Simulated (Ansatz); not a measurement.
Si2Ge3

The calculation's input:

```
crystal:
  lattice:
    - [3.2465481074, 0.0, 0.0]
    - [-1.6232740537, 2.8115931356, 0.0]
    - [0.0, 0.0, 20.0216776188]
  atoms:
    - { symbol: Si, position: [0.3333333333, 0.6666666667, 0.6527988893] }
    - { symbol: Si, position: [0.3333333333, 0.6666666667, 0.8472011107] }
    - { symbol: Si, position: [0.6666666667, 0.3333333333, 0.1527988893] }
    - { symbol: Si, position: [0.6666666667, 0.3333333333, 0.3472011107] }
    - { symbol: Ge, position: [0.3333333333, 0.6666666667, 0.0581440381] }
    - { symbol: Ge, position: [0.3333333333, 0.6666666667, 0.25] }
    - { symbol: Ge, position: [0.3333333333, 0.6666666667, 0.4418559619] }
    - { symbol: Ge, position: [0.6666666667, 0.3333333333, 0.5581440381] }
    - { symbol: Ge, position: [0.6666666667, 0.3333333333, 0.75] }
    - { symbol: Ge, position: [0.6666666667, 0.3333333333, 0.9418559619] }
basis:
  ecutwfc: 420
kpoints:
  mp_grid: { grid: [12, 12, 2] }
hamiltonian:
  xc: pbe
scf:
  occupations: { method: gaussian, width: 0.1 }
output:
  forces: true
  stress: true
  eigenvalues: true
  write_density: true
  write_potential: true
  elf: true
  volumetric_format: npy
relax:
  adjacent_minimum: "off"
  f_tol: 0.01
  max_steps: 80
  cell: { stress_tol: 0.05 }
```

Command:

```sh
ansatz run input.yaml --threads 1 --pin off --max-ram 2560MiB --backend cpu --events-out ev --progress --plain --runs-dir out
```

Below, planes, directions and counts refer to the conventional cell (a = 3.71 Å, b = 3.71 Å, c = 16.16 Å, α = 90.00°, β = 90.00°, γ = 120.00°).

The fields are those of the relaxed geometry.

Space group P6₃/mmc; a structure generated by program, which may or may not match a known phase.

All numbers below come from DFT PBE, scalar-relativistic, plane waves, PAW (Ansatz).

The density is the valence pseudo-density of a PAW calculation; it isn't the true density close to the nuclei.

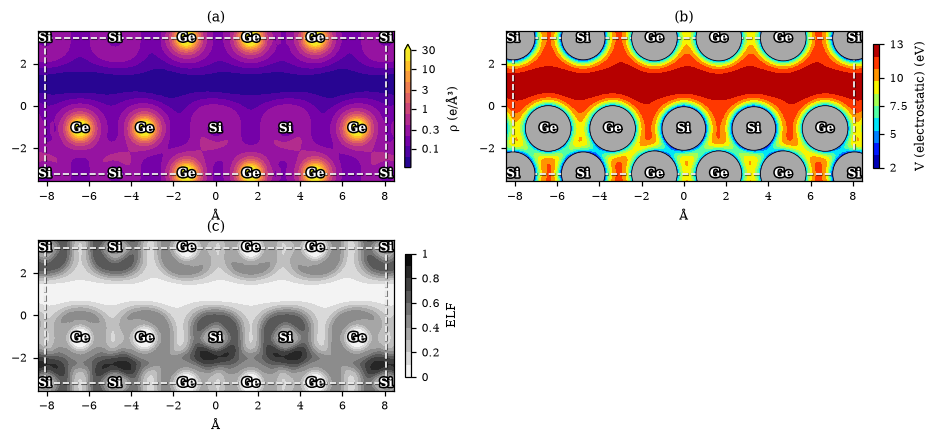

Figure 1. (a) valence electron density; (b) electrostatic potential (local pseudopotential plus Hartree) felt by an electron; (c) ELF on the (110) plane of the conventional cell. Grey discs cover the atomic cores in the potential map.

### Read the bonding off the picture.

The plane passes through Si and Ge nuclei.
Si–Ge (2.55 Å): ρ is about 0.4 e/Å³ halfway; the ELF peaks at about 0.85 in the valence shell of Si, 1.0 Å from its nucleus, and is about 0.75 at the midpoint.
Si–Ge (2.71 Å): ρ is about 0.31 e/Å³ halfway; the ELF peaks at about 0.80 in the valence shell of Si, 0.9 Å from its nucleus, and is about 0.65 at the midpoint.
Between the atoms the lowest density in this plane is 0.03 e/Å³.
Outside the cores the potential energy rises away from the atoms and is highest about 2.3 Å from the nearest atoms; its zero is arbitrary.

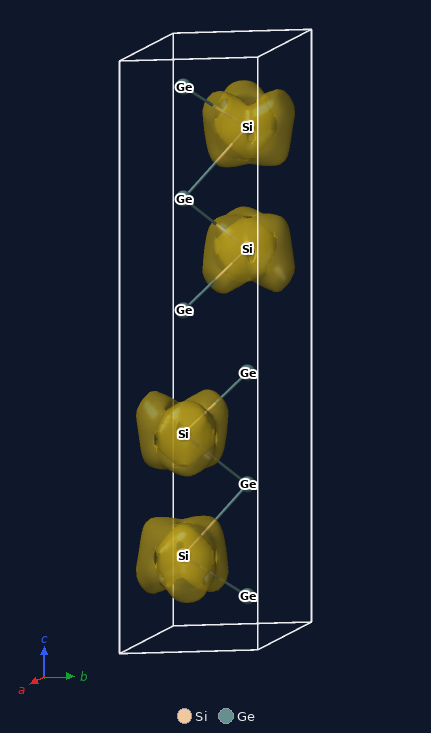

Figure 2. Isosurface of the electron localisation function at 0.65 (yellow), seen slightly off an axis. Only the valence region is drawn (cores and ρ < 0.01 e/Å³ removed). Sticks mark near contacts.

### Describe the localisation domains.

At this value the surface marks out four regions on Si in which the atom's valence shell and bonds are merged, counted in one cell of 10 atoms. Any copies at cell faces, edges or corners count once.

### Does the calculation make it a metal, or give it a gap?

It is gapless in this calculation (a metal or semimetal).
